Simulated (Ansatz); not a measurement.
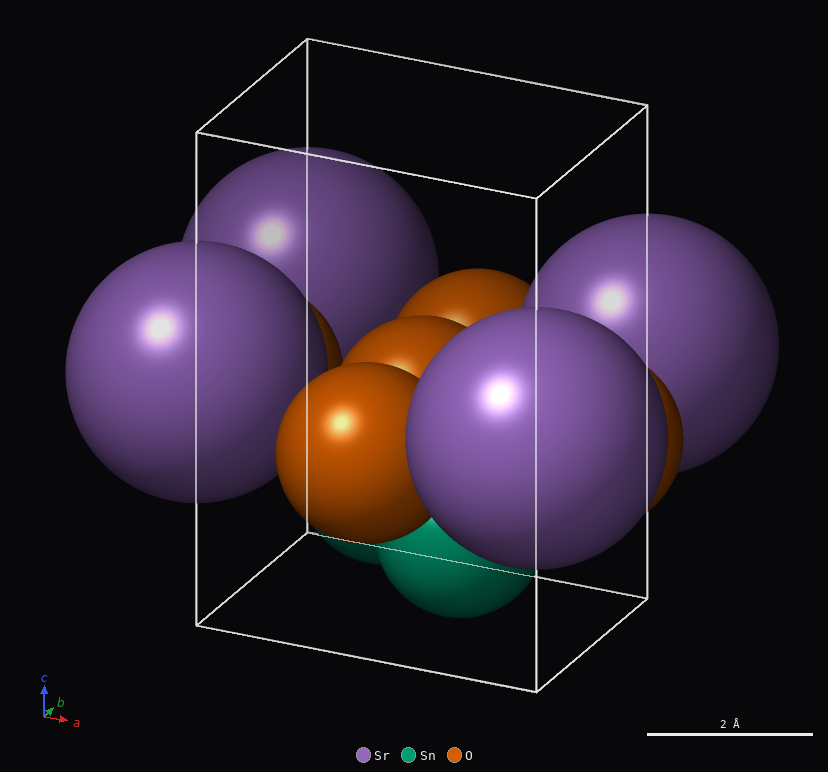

Drawn in the space-filling manner and seen slightly off an axis. One conventional unit cell is framed, with atoms on its boundary repeated. Cell: a = 5.73 Å, b = 5.73 Å, c = 6.14 Å, α = 90.00°, β = 90.00°, γ = 120.00°.

Starting structure: a structure type filled with these elements by a generator (whether the compound takes this form wasn't checked). Earlier steps of the study may have refined or changed the cell and positions. It was run through Ansatz as a DFT input.

Q: State composition, symmetry and coordination.

A: Its composition is SrSn2O3. Space group P6mm (No. 183), lattice primitive hexagonal. Atoms per cell: 6 (1 Sr, 2 Sn, 3 O). Each Sr atom is coordinated by six O at about 2.9 Å. The Sn atoms are each bonded to three O in a trigonal pyramidal arrangement at about 2.1 Å. The coordination shell of O holds two Sr and two Sn (about 2.9 Å to Sr, 2.1 Å to Sn).

Setup: DFT PBE, scalar-relativistic, plane waves, PAW (Ansatz); a kinetic-energy cutoff of 420 eV, a 6×6×6 sampling of the Brillouin zone, Gaussian smearing of 0.02 eV, no spin polarisation.

Q: Classify it as metallic or gapped, with the value.

A: A semiconductor at this level, with a gap of 1.30 eV, indirect.

Q: Predict the Bader charges.

A: Sr +1.68 e; Sn +1.10 e; O -1.29 e.

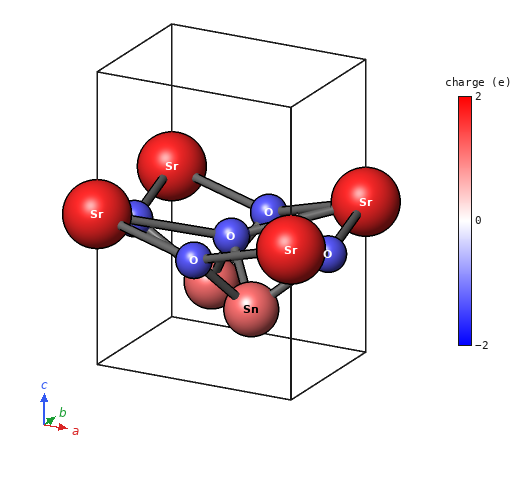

The atoms coloured by those charges. The run's cell of 6 atoms is drawn.

Q: Does the calculation find this structure at rest?

A: Yes. All forces vanish to within 0.01 eV/Å. The pressure is 0.0 GPa, close to zero.
